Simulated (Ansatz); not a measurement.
Consider Rb.

```
Rb
1.0
     7.78524    0.00000    0.00000
    -3.89262    6.74221    0.00000
     0.00000    0.00000    4.65301
Rb
3
Direct
  0.00000 0.00000 0.00000
  0.33333 0.66667 0.50000
  0.66667 0.33333 0.50000
```

Space group P6/mmm; set up as Rb, omega (AlB2-type); a generated structure, not necessarily the stable one; changed on purpose from its base cell (volume × 1.04); computed without spin polarisation.

Method: DFT, LDA (PW92), plane waves (420 eV) with PAW, scalar-relativistic in Ansatz 0.2.0.

> Predict the valence pseudo-density and electron localisation function between the atoms.

Rb–Rb (4.65 Å): ρ is about 0.02 e/Å³ halfway; the ELF is about 0.10 at the midpoint: no localised pair shows between them.

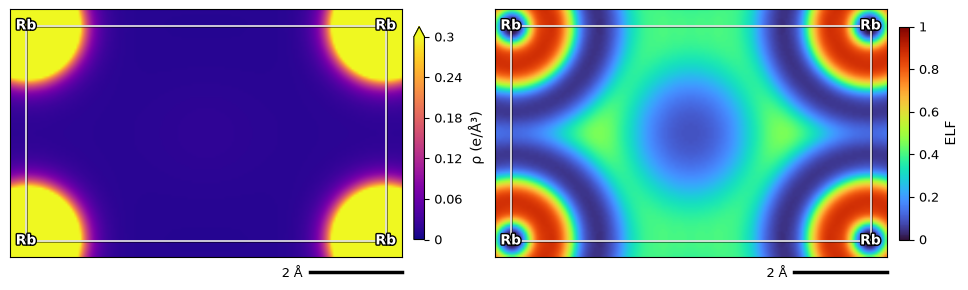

Computed valence pseudo-density and electron localisation function on the (100) plane of the conventional cell, in this order. 
